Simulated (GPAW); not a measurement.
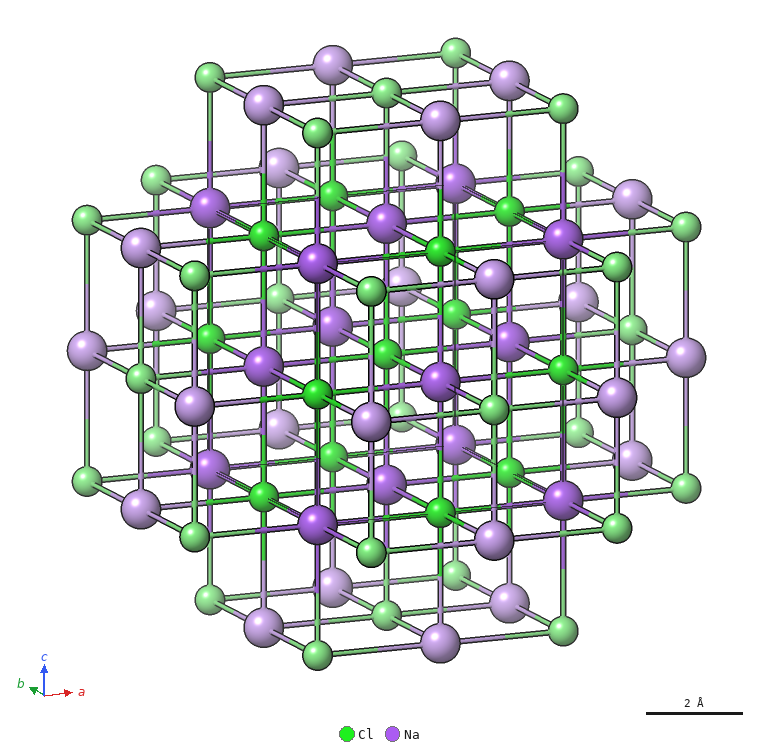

NaCl, rock salt (NaCl type), space group Fm-3m (No. 225), a = 5.588 Å, b = 5.588 Å, c = 5.588 Å, α = 90.00°, β = 90.00°, γ = 90.00°. Ball-and-stick drawing of the structure, looking slightly off an axis. The frame is the conventional unit cell; atoms at its boundary are shown with their periodic copies. Neighbours across the faces are drawn wherever a bond reaches them, in fainter colours. This one geometry was run with five functionals. The cell is a structure listed in the Materials Project.

Alike in all runs: GPAW 26.7.0; potentials PAW data sets generated in the run's folder for this functional; cutoff 800 eV; k mesh 7 × 7 × 7 on the run's cell of 2 atoms; occupations fermi-dirac, width 0.05 eV; no spin polarisation; no spin-orbit coupling. Five further levels, run on potentials with other valence shells, are left out.

| level | pressure (GPa) | gap (eV) |
| --- | --- | --- |
| BLYP | ? | ? |
| PBEsol | 0.2 | 5.04 |
| PBEint | 1.2 | 5.20 |
| OLYP | 4.3 | 6.02 |
| AM05 | 1.2 | 5.24 |

Question: Fill in the row of BLYP.

Answer: Pressure 2.5 GPa; gap 5.25 eV. That is between AM05 and OLYP in pressure.

Question: Order the levels by the equilibrium volume that these pressures point to, smallest first.

Answer: PBEsol (0.2 GPa), PBEint and AM05 (1.2 GPa), BLYP (2.5 GPa), OLYP (4.3 GPa). A higher pressure at one volume points to a larger equilibrium volume, as long as the bulk moduli are alike; rows a few tenths of a GPa apart can't be told apart.

Gaps are the least found on the k-mesh or band path.
